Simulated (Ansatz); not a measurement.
# (10−10) slab of wurtzite BN, 16.1 Å thick as cut, bare faces, part 2 of 2

Ansatz 0.2.0, PAW. The steps go on from the part before.

### 3 HSE06 on the final geometry

in.yaml

```yaml
crystal:
  lattice:
    - [0.000000, 0.000000, 4.203291]
    - [2.540997, 0.000000, 0.000000]
    - [0.000000, 29.137497, 0.000000]
  atoms:
    - { symbol: B, position: [0.994203, 0.998170, 0.244725] }
    - { symbol: B, position: [0.998772, 0.498164, 0.323383] }
    - { symbol: B, position: [0.000345, 0.998154, 0.399196] }
    - { symbol: B, position: [0.000689, 0.498185, 0.474725] }
    - { symbol: B, position: [0.000870, 0.998169, 0.550235] }
    - { symbol: B, position: [0.001647, 0.498180, 0.625662] }
    - { symbol: B, position: [0.005451, 0.998167, 0.700440] }
    - { symbol: B, position: [0.030169, 0.498166, 0.768915] }
    - { symbol: B, position: [0.530173, 0.498189, 0.230818] }
    - { symbol: B, position: [0.505456, 0.998143, 0.299290] }
    - { symbol: B, position: [0.501670, 0.498150, 0.374067] }
    - { symbol: B, position: [0.500883, 0.998184, 0.449495] }
    - { symbol: B, position: [0.500675, 0.498161, 0.525005] }
    - { symbol: B, position: [0.500312, 0.998185, 0.600532] }
    - { symbol: B, position: [0.498763, 0.498199, 0.676346] }
    - { symbol: B, position: [0.494209, 0.998149, 0.755004] }
    - { symbol: N, position: [0.368480, 0.998188, 0.245194] }
    - { symbol: N, position: [0.374840, 0.498131, 0.323219] }
    - { symbol: N, position: [0.375198, 0.998146, 0.399027] }
    - { symbol: N, position: [0.375215, 0.498188, 0.474619] }
    - { symbol: N, position: [0.375236, 0.998169, 0.550128] }
    - { symbol: N, position: [0.375276, 0.498185, 0.625544] }
    - { symbol: N, position: [0.375081, 0.998211, 0.700836] }
    - { symbol: N, position: [0.358254, 0.498156, 0.774694] }
    - { symbol: N, position: [0.858243, 0.498176, 0.225036] }
    - { symbol: N, position: [0.875088, 0.998180, 0.298893] }
    - { symbol: N, position: [0.875309, 0.498162, 0.374184] }
    - { symbol: N, position: [0.875251, 0.998187, 0.449602] }
    - { symbol: N, position: [0.875206, 0.498161, 0.525111] }
    - { symbol: N, position: [0.875159, 0.998180, 0.600704] }
    - { symbol: N, position: [0.874822, 0.498183, 0.676509] }
    - { symbol: N, position: [0.868481, 0.998137, 0.754537] }
kpoints:
  mp_grid: { grid: [3, 4, 1] }
hamiltonian:
  xc: hse06
scf:
  occupations: { method: fermi_dirac, width: 0.01 }
output:
  forces: true
  eigenvalues: true
  populations: true
  eigenstates: { kpoints: [[0, 0, 0]], e_range: [-4.0, 4.0], localisation: true }
```

Run with:

```console
$ ansatz run in.yaml --threads 8 --pin off --max-ram 17100MiB --runs-dir r --events-out ev --progress --plain
```

The log of the run:

```text
Pseudopotentials: kind: paw
Functional definition: HSE06
  parameter a = 0.25
  parameter omega = 0.11/bohr
  exchange = pbe_x - a*pbe_x_sr(omega) + a*exact_x_sr(omega)
  correlation = pbe_c
Crystal: 32 atoms, lattice volume = 311.204 Å³
Basis set: ecut = 420 eV, 6063 PW (Γ), exchange–correlation on 60×36×400 points (8 copies of the dense FFT grid, shifted against one another)
Bands: 96, of which v1, the nominal top of the filled ones, is band 64 counted from 1 (63 counted from 0)
Symmetry: 1 space group operations
Space group: P1 (ITA 1), of the structure as read, at distance tolerance 6.8e-5 Å
k-points: 7 of 12 (time reversal used)
Non-local potential: B, projectors of the file, l = 0: 2, l = 1: 2, l = 2: 1
Non-local potential: N, projectors of the file, l = 0: 2, l = 1: 2, l = 2: 1
PAW form: soft (Blöchl's): semilocal exchange-correlation on the pseudo side does not see the compensation charge
PAW frozen core: B, regenerated for the run's functional, and the local potential with it (the file was generated under x = pbe(κ = 0.804, μ = 0.2195149727645171), c = pbe(β = 0.06672455060314922))
PAW frozen core: N, regenerated for the run's functional, and the local potential with it (the file was generated under x = pbe(κ = 0.804, μ = 0.2195149727645171), c = pbe(β = 0.06672455060314922))
PAW one-centre angular grid: B, 110 points (default); XC on 64 Gauss nodes
PAW one-centre angular grid: N, 110 points (default); XC on 64 Gauss nodes
Initial density: superposition of atomic densities (neutral atoms: chi_scale 0, normalization atom), corrected by the library's trained network
Initial wavefunctions: pseudopotential atomic-orbital guess
Functional: x = pbe(κ = 0.804, μ = 0.2195149727645171), c = pbe(β = 0.06672455060314922), warm-up for x = pbe(κ = 0.804, μ = 0.2195149727645171) + 0.25 (exact − pbe) at short range (hse, ω = 0.20786987370883472 Å⁻¹), c = pbe(β = 0.06672455060314922); HSE06 as pw.x's `hse` composes it (authors' and Libxc's form: `xc: wpbeh`)
SCF iter   1: F=—  HF=-8672.987137 eV  |F-HF|=—  |Δ(HF+E_count)|=         —  Δρ=4.69e-3  dr2=5.93e-2  ethr=1.77e-3  ⟨swp⟩=12.1  Hψ=3889  notcnv=0
preconditioner: auto → none  [insulator: Δε(μ)=3.994 eV  Ē_g=16.942 eV  σ=0.010 eV  W_gap=1.00  n_scr=54 (ndim 8)  ℏωp=23.8 eV  f_vac=0.362  D(μ)=0.00/eV (n_scr^D=0)]
SCF iter   2: F=—  HF=-8672.986105 eV  |F-HF|=—  |Δ(HF+E_count)|=   1.03e-3  Δρ=2.53e-3  dr2=2.74e-2  ethr=4.63e-5  ⟨swp⟩=8.6  Hψ=2334  notcnv=0  defer=1
SCF iter   3: F=—  HF=-8672.982012 eV  |F-HF|=—  |Δ(HF+E_count)|=   4.09e-3  Δρ=1.32e-3  dr2=3.80e-3  ethr=2.14e-5  ⟨swp⟩=8.1  Hψ=2130  notcnv=0
SCF iter   4: F=-8672.982722 eV  HF=-8672.982940 eV  |F-HF|=2.18e-4  |Δ(HF+E_count)|=   9.28e-4  Δρ=5.73e-4  dr2=7.67e-4  ethr=2.97e-6  ⟨swp⟩=8.4  Hψ=2032  notcnv=0  defer=1
SCF 1 stopped early in 4 iterations: F = -8672.982722 eV  dr2 = 7.67e-4
Initial density: handed on by an earlier stage of this run
Initial wavefunctions: those handed on with the density
Functional: x = pbe(κ = 0.804, μ = 0.2195149727645171) + 0.25 (exact − pbe) at short range (hse, ω = 0.20786987370883472 Å⁻¹), c = pbe(β = 0.06672455060314922); HSE06 as pw.x's `hse` composes it (authors' and Libxc's form: `xc: wpbeh`)
Exchange kernel: α = 0.2500, screened, ω = 0.2079 Å⁻¹, Wigner–Seitz truncation, v(0) = 981.6652 eV·Å³, q-mesh 3×4×1, nearest image of the exchange supercell L = 10.16 Å, pair-density grid 24×15×144, without the augmentation charges, whose exchange is taken in its separable form by FFT convolution over the k-point mesh (sized by the pseudopotential files, 30×18×200 at the most), smooth part of the [...]
Frozen-core exchange: fock
SCF iter   1: F=—  HF=-8675.549782 eV  |F-HF|=—  |Δ(HF+E_count)|=         —  Δρ=7.27e-3  dr2=9.42e-2  ethr=5.99e-6  ⟨swp⟩=16.4  Hψ=3782  notcnv=0
preconditioner: auto → none  [insulator: Δε(μ)=5.361 eV  Ē_g=19.236 eV  σ=0.010 eV  W_gap=1.00  n_scr=54 (ndim 8)  ℏωp=23.8 eV  f_vac=0.362  D(μ)=0.00/eV (n_scr^D=0)]
SCF iter   2: F=—  HF=-8675.514616 eV  |F-HF|=—  |Δ(HF+E_count)|=   3.52e-2  Δρ=3.40e-3  dr2=1.63e-2  ethr=5.99e-6  ⟨swp⟩=6.3  Hψ=2290  notcnv=0
SCF iter   3: F=—  HF=-8675.547513 eV  |F-HF|=—  |Δ(HF+E_count)|=   3.29e-2  Δρ=1.66e-3  dr2=8.02e-3  ethr=5.99e-6  ⟨swp⟩=7.0  Hψ=2222  notcnv=0
iter 4 solved again at ethr=4.15e-7 eV; its pass at ethr=5.99e-6 eV (dr2=5.31e-4 eV) is discarded
SCF iter   4: F=—  HF=-8675.545019 eV  |F-HF|=—  |Δ(HF+E_count)|=   2.49e-3  Δρ=2.98e-4  dr2=6.35e-4  ethr=4.15e-7  ⟨swp⟩=2.0  Hψ=3030  notcnv=0
SCF iter   5: F=—  HF=-8675.544896 eV  |F-HF|=—  |Δ(HF+E_count)|=   1.23e-4  Δρ=1.07e-4  dr2=1.83e-4  ethr=4.15e-7  ⟨swp⟩=5.4  Hψ=1594  notcnv=0
SCF iter   6: F=—  HF=-8675.545402 eV  |F-HF|=—  |Δ(HF+E_count)|=   5.06e-4  Δρ=2.12e-4  dr2=1.49e-4  ethr=8.13e-8  ⟨swp⟩=6.4  Hψ=1803  notcnv=0  defer=1
SCF iter   7: F=-8675.545356 eV  HF=-8675.545360 eV  |F-HF|=4.75e-6  |Δ(HF+E_count)|=   4.18e-5  Δρ=4.50e-5  dr2=1.22e-5  ethr=8.13e-8  ⟨swp⟩=3.0  Hψ=1234  notcnv=0
SCF 2 stopped early in 7 iterations: F = -8675.545356 eV  dr2 = 1.22e-5
  Residual-converged pass: ⟨swp⟩=5.0  Hψ=2028  notcnv=0  max |occ|·‖R‖ = 6.5e-6 eV (tolerance 6.7e-6 eV)  dr2=1.18e-5  dr2_onsite=2.43e-7  max |Δocc| = 0.0e0
hybrid outer 1: dexx = +3.975e-2 eV, tail = 1.06e-4 eV
SCF iter   1: F=—  HF=-8675.545672 eV  |F-HF|=—  |Δ(HF+E_count)|=         —  Δρ=4.82e-5  dr2=7.59e-6  ethr=4.16e-7  ⟨swp⟩=10.3  Hψ=1898  notcnv=0
preconditioner: auto → none  [insulator: Δε(μ)=5.345 eV  Ē_g=19.229 eV  σ=0.010 eV  W_gap=1.00  n_scr=54 (ndim 8)  ℏωp=23.8 eV  f_vac=0.362  D(μ)=0.00/eV (n_scr^D=0)]
SCF iter   2: F=—  HF=-8675.545671 eV  |F-HF|=—  |Δ(HF+E_count)|=   1.08e-6  Δρ=1.50e-5  dr2=5.44e-7  ethr=4.17e-9  ⟨swp⟩=3.0  Hψ=1455  notcnv=0
SCF iter   3: F=—  HF=-8675.545672 eV  |F-HF|=—  |Δ(HF+E_count)|=   1.29e-6  Δρ=9.24e-6  dr2=1.48e-7  ethr=2.34e-10  ⟨swp⟩=6.6  Hψ=1926  notcnv=0  defer=14
SCF iter   4: F=-8675.545672 eV  HF=-8675.545672 eV  |F-HF|=1.03e-8  |Δ(HF+E_count)|=   1.75e-8  Δρ=2.80e-6  dr2=1.57e-8  ethr=9.70e-11  ⟨swp⟩=4.4  Hψ=1431  notcnv=0  defer=10
SCF 3 converged in 4 iterations: F = -8675.545672 eV  dr2 = 1.57e-8
  Residual-converged pass: ⟨swp⟩=4.0  Hψ=1601  notcnv=0  max |occ|·‖R‖ = 1.7e-6 eV (tolerance 1.8e-6 eV)  dr2=1.69e-8  dr2_onsite=1.68e-9  max |Δocc| = 0.0e0
hybrid outer 2: dexx = +1.673e-6 eV, tail = 6.70e-8 eV, Δε = 2.56e-3 eV (about 6.96e-5 eV left of the loop's levels), ΔF = 8.22e-3 eV/Å (tail 8.40e-4)
NSCF: frozen V_eff on 1 k-points
hybrid SCF converged: 2 outer / 11 inner (+4 warm-up), last move |dexx| = 1.67e-6 eV, tail = 6.70e-8 eV
Stability not checked: this state was not tested for a lower state beside it, because the functional holds exact exchange (a hybrid, or Hartree-Fock), whose exchange loop this test does not read (fock_operator; see scf.lower_state_search)
Free energy (F): -8675.545672 eV
Harris-Foulkes:  -8675.545672 eV  (|F-HF|=1.03e-8)
Internal energy: -8675.545672 eV  (E = F + TS)
E sigma→0 (E₀):  -8675.545672 eV
Fermi energy:    6.089766 eV
--- Per-component energies (eV) ---
  E_band       = -654.373917
  E_kinetic    = 2968.760255
  E_local      = -109803.001984  (includes V_loc(G=0)·N_el)
  E_nonlocal   = 891.928495
  E_hartree    = 53852.954952
  E_xc         = -1209.186741
  E_vxc        = -1488.602819  (∫ρ·V_xc dr)
  E_exx        = -312.497832  (= α·E_x^exact, valence–valence)
  E_paw        = -3277.096063  (= ΣΔE_a)
  E_vpaw       = -304.374695  (= ΣTr[D̂ρ^β])
  E_aug_tail   = 0.001613  (compensation charges beyond the density's cutoff)
  E_ewald      = 48213.146902
  E_core_change = -0.555251  (= ΣΔE_core)
  E_smearing   = -0.000000  (= −TS)
  E_closure    = -0.000018  (closes the sum)
  Σ components = -8675.545672   (vs F -8675.545672, Δ=3.64e-12)
--- Forces (eV/Å), atoms counted from 1 ---
  atom   1  B      0.00068886    -0.02857473    -0.15082966
  atom   2  B      0.00031640    -0.03432284    -0.06724904
  atom   3  B      0.00065963    -0.02686346    -0.03967797
  atom   4  B     -0.00018365    -0.01876297    -0.03654160
  atom   5  B     -0.00018292    -0.01313120    -0.03593675
  atom   6  B      0.00006066    -0.01924032    -0.03305485
  atom   7  B      0.00105462    -0.08598323    -0.02520525
  atom   8  B     -0.00206396    -0.11214043     0.16813978
  atom   9  B     -0.00028621     0.11082355     0.16601764
  atom  10  B      0.00043648     0.08505106    -0.02442615
  atom  11  B     -0.00019664     0.01965139    -0.03207272
  atom  12  B     -0.00032917     0.01382950    -0.03490012
  atom  13  B      0.00065316     0.01879693    -0.03541340
  atom  14  B     -0.00027953     0.02845354    -0.03888995
  atom  15  B      0.00018635     0.03357367    -0.06790584
  atom  16  B      0.00086585     0.02922907    -0.15149798
  atom  17  N     -0.00080447    -0.04496789     0.12009827
  atom  18  N      0.00151095    -0.04351532     0.06062835
  atom  19  N      0.00080454    -0.01119894     0.04095606
  atom  20  N     -0.00064881    -0.01572117     0.03725606
  atom  21  N     -0.00006682    -0.02438411     0.03587402
  atom  22  N      0.00008449    -0.03060222     0.03645156
  atom  23  N     -0.00219214    -0.07473761     0.03373938
  atom  24  N     -0.00003000    -0.06883973    -0.14799636
  atom  25  N     -0.00013944     0.06868174    -0.14584984
  atom  26  N     -0.00153619     0.07502437     0.03379772
  atom  27  N     -0.00034447     0.03136978     0.03559111
  atom  28  N     -0.00060201     0.02318976     0.03632556
  atom  29  N      0.00071305     0.01550307     0.03748985
  atom  30  N     -0.00006627     0.00903642     0.04299743
  atom  31  N     -0.00064082     0.04596573     0.06174767
  atom  32  N      0.00257226     0.04475292     0.12024157
  max |Σ_I F_I| component: 9.54e-5 eV/Å
--- Band table (eV; the first three rows and the last of 7) ---
  k-point 0: bands = ["-18.7513", "-18.4842", "-18.0714", "-17.5279", "-16.8653", "-16.0952", "-15.2609", "-14.5999", "-14.2894", "-14.0777", "-13.7734", "-13.4091", "-13.0254", "-12.8097", "-12.4209", "-12.3528", "-8.3213", "-8.0569", "-7.6486", "-7.1181", "-6.7882", "-6.4741", "-6.2811", "-5.7494", "-5.2787", "-5.0569", "-4.4181", "-4.2688", "-3.9476", "-3.3743", "-2.4784", "-2.0299", "-1.9414", "-1.8425", "-1.5749", "-1.1735", "-0.9700", "-0.7674", "-0.6647", "-0.6136", "-0.0840", "-0.0000", "0.4821", "0.5050", "0.7447", "0.7963", "0.9833", "1.2442", "1.3942", "1.4267", "1.7106", "1.8675", "1.9936", "2.0561", "2.3521", "2.4355", "2.6613", "2.8276", "3.0071", "3.0444", "3.1879", "3.3003", "3.3193", "3.4246", "9.8811", "9.9651", "10.9256", "11.2914", "11.5027", "11.7309", "11.8750", "12.2851", "12.3086", "12.7481", "12.7801", "13.0052", "13.2651", "13.4060", "13.7993", "13.8255", "13.8265", "14.0606", "14.2418", "14.3805", "14.4343", "14.4648", "14.9725", "15.0420", "15.0704", "15.3674", "15.5254", "15.5717", "15.8421", "15.8469", "15.8526", "15.8717"]
  k-point 1: bands = ["-17.6683", "-17.4139", "-17.0226", "-16.5111", "-15.8939", "-15.1838", "-14.4140", "-13.7814", "-13.5133", "-13.3397", "-13.1005", "-12.8360", "-12.5968", "-12.5834", "-12.1979", "-12.1729", "-7.2360", "-6.9919", "-6.6156", "-6.2401", "-6.1238", "-5.6206", "-5.5174", "-5.1978", "-5.1206", "-4.9142", "-4.7988", "-4.6740", "-4.5114", "-4.2363", "-4.0918", "-3.9674", "-3.6322", "-3.3448", "-3.2224", "-3.2164", "-2.7998", "-2.5259", "-2.1465", "-2.0749", "-1.6325", "-1.4268", "-1.3126", "-1.2955", "-1.0626", "-0.8558", "-0.7818", "-0.7725", "-0.6182", "-0.4322", "-0.1870", "0.0102", "0.1833", "0.5122", "0.7679", "0.8383", "1.2169", "1.6182", "1.7189", "2.0005", "2.2335", "2.2523", "2.9228", "2.9246", "10.0036", "10.0320", "10.5526", "10.8608", "11.3671", "11.7441", "12.1709", "12.3685", "12.9047", "12.9461", "13.2689", "13.6326", "13.7797", "13.8363", "14.4847", "14.5005", "14.8841", "15.0069", "15.2030", "15.3769", "15.5382", "15.8178", "16.2527", "16.3397", "16.5304", "16.6833", "16.8413", "16.9641", "17.1243", "17.2059", "17.3494", "17.3967"]
  k-point 2: bands = ["-14.8366", "-14.8229", "-14.7168", "-14.6940", "-14.5723", "-14.5401", "-14.4807", "-13.1024", "-13.0082", "-12.9923", "-12.8188", "-12.7392", "-12.5976", "-12.5659", "-12.4906", "-12.4897", "-6.7593", "-6.7494", "-6.4856", "-6.4472", "-6.1395", "-6.0790", "-5.8579", "-5.3770", "-5.2777", "-4.9198", "-4.8654", "-4.7627", "-4.6678", "-4.5737", "-4.5434", "-4.5186", "-4.3105", "-4.2185", "-4.1776", "-4.0841", "-4.0761", "-4.0238", "-3.9559", "-2.9616", "-2.8680", "-2.8120", "-2.7810", "-2.3909", "-2.3736", "-2.2634", "-2.1973", "-1.9792", "-1.3144", "-1.2380", "-1.1638", "-0.9543", "-0.9492", "-0.6697", "-0.6614", "-0.5286", "-0.4579", "0.2735", "0.4449", "0.9392", "1.2777", "1.4280", "2.0471", "2.0480", "9.4780", "9.4816", "11.2845", "11.4784", "11.4845", "12.0779", "12.0847", "12.1502", "12.1924", "13.0918", "13.3930", "13.4512", "13.8091", "13.8397", "14.8962", "15.0773", "15.1245", "15.3107", "15.7409", "15.8841", "16.0234", "16.2871", "16.5910", "16.6368", "16.6827", "16.7543", "16.7924", "16.9134", "17.2648", "17.3470", "17.4010", "17.6335"]
  k-point 6: bands = ["-16.9860", "-16.7463", "-16.3794", "-15.9024", "-15.3350", "-15.1021", "-14.8594", "-14.7099", "-14.4937", "-14.1613", "-13.9558", "-13.6950", "-13.4351", "-13.1981", "-12.6676", "-12.5986", "-6.4461", "-6.0630", "-5.7831", "-5.7507", "-5.4015", "-5.2816", "-4.9968", "-4.9107", "-4.7557", "-4.7376", "-4.6783", "-4.6196", "-3.9704", "-3.9217", "-3.2929", "-3.2917", "-3.0380", "-2.7701", "-2.7500", "-2.5775", "-2.4523", "-2.4390", "-2.0806", "-1.9146", "-1.8551", "-1.5550", "-1.5497", "-1.3710", "-1.3211", "-1.1572", "-0.9768", "-0.7872", "-0.4523", "-0.2169", "-0.0875", "0.1115", "0.2359", "0.3612", "0.5153", "0.6217", "0.7025", "0.7475", "0.8924", "0.9227", "1.3210", "1.3572", "2.8479", "2.8483", "9.5494", "9.5504", "12.2770", "12.4199", "12.5494", "12.6761", "12.9022", "12.9252", "13.3799", "13.4294", "13.6288", "13.6668", "13.9644", "13.9829", "14.1811", "14.2312", "14.5478", "14.7175", "14.8789", "15.1084", "15.3072", "15.3174", "15.5172", "15.6292", "15.9077", "15.9147", "16.1201", "16.1299", "16.2449", "16.2938", "16.6882", "16.7047"]
--- Löwdin populations: 32 sites ---
  site symbol       q [e]
     0      B      2.6297
     1      B      2.6607
     2      B      2.6541
     3      B      2.6528
     4      B      2.6519
     5      B      2.6489
     6      B      2.6377
     7      B      2.5403
     8      B      2.5403
     9      B      2.6377
    10      B      2.6489
    11      B      2.6519
    12      B      2.6528
    13      B      2.6541
    14      B      2.6607
    15      B      2.6298
    16      N      5.3139
    17      N      5.3114
    18      N      5.3159
    19      N      5.3164
    20      N      5.3166
    21      N      5.3185
    22      N      5.3368
    23      N      5.3927
    24      N      5.3927
    25      N      5.3368
    26      N      5.3185
    27      N      5.3167
    28      N      5.3164
    29      N      5.3159
    30      N      5.3114
    31      N      5.3139
  spilling = 0.004712 (of n_electrons = 128.000000)
```

Run time: 90 s. Hardware: 8 threads of Arm Neoverse-V1, shared host; peak memory 4.4 GiB.

Spacing of the frontier levels at a 3×4×1 mesh: 5.34 eV (3.425 to 8.768 eV).

On these atoms HSE06 leaves forces up to 0.20 eV/Å (on B8), as they were relaxed at another level of theory (and may have been on other k points).

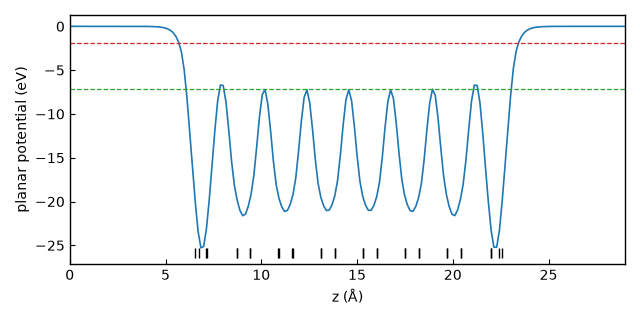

Planar mean of the electrostatic potential energy along c, from the vacuum level; ticks mark the atoms, dashed lines the top filled and lowest empty levels.

The top filled level lies 7.21 eV and the lowest empty level 1.86 eV below the vacuum level.

### 4 Summary of results

The summary covers parts 1 to 2.

| level | time | k points | top filled to lowest empty (eV) | top filled below vacuum (eV) |
| --- | --- | --- | --- | --- |
| PBEsol, relaxation | 70 s (8 CPU threads) | 4×6×1 | 3.73 | 6.44 |
| HSE06 | 90 s (8 CPU threads) | 3×4×1 | 5.34 | 7.21 |

```
     quantity                             value
   relaxation  6 recorded steps, 2.96 eV gained
largest shift                       0.27 Å (B8)
   mean bonds                       B–N 1.555 Å
```

**What this shows.** Relaxation gains 2.96 eV, with shifts up to 0.27 Å (B8). The relaxation ran on other k points, so part of any difference from the later rows can come from the mesh.
